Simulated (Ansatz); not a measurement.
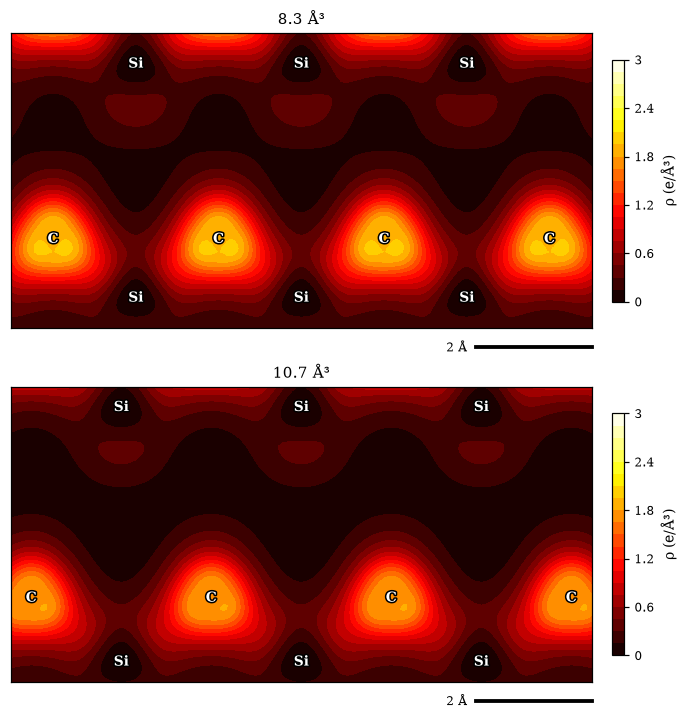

SiC. The valence pseudo-density of cells scaled evenly to different volumes (given per atom above each panel), on the (011̄) plane of each (indices in the axes of the cell below), at one length scale and on one colour scale.

A generated structure, not necessarily the stable one.

These are results of DFT PBE0, scalar-relativistic, plane waves, PAW (Ansatz), not measurements.

In a PAW calculation such maps are meaningful between the atoms, not at the nuclei.

The largest cell:

```
Si C
1.0
     0.00000    2.20159    2.20159
     2.20159    0.00000    2.20159
     2.20159    2.20159    0.00000
Si C
1 1
Direct
  0.00000 0.00000 0.00000
  0.25000 0.25000 0.25000
```

| volume (Å³/atom) | Si–C contact in the plane (Å) | ρ at its midpoint (e/Å³) | pressure (GPa) | gap on the mesh (eV) | 
| --- | --- | --- | --- | --- |
| 8.29 | 1.753 | 1.086 | 74.9 | 2.80 | 
| 9.53 | 1.836 | ? | ? | ? | 
| 10.67 | 1.907 | 0.875 | −8.2 | 2.97 | 

**Estimate the missing row, and compare with the calculation.**

Over the known rows ln ρ falls by 1.40 per Å of Si–C distance (the line through the two), which gives 0.967 e/Å³ at 1.836 Å; the calculation gives 0.966 e/Å³. For the pressure, a straight line in volume between the neighbouring rows gives 31.6 GPa; the calculation gives 20.3, lower because pressure rises ever faster on compression. For the gap on the mesh, a straight line in volume between the neighbouring rows gives 2.89 eV; the calculation gives 2.90.
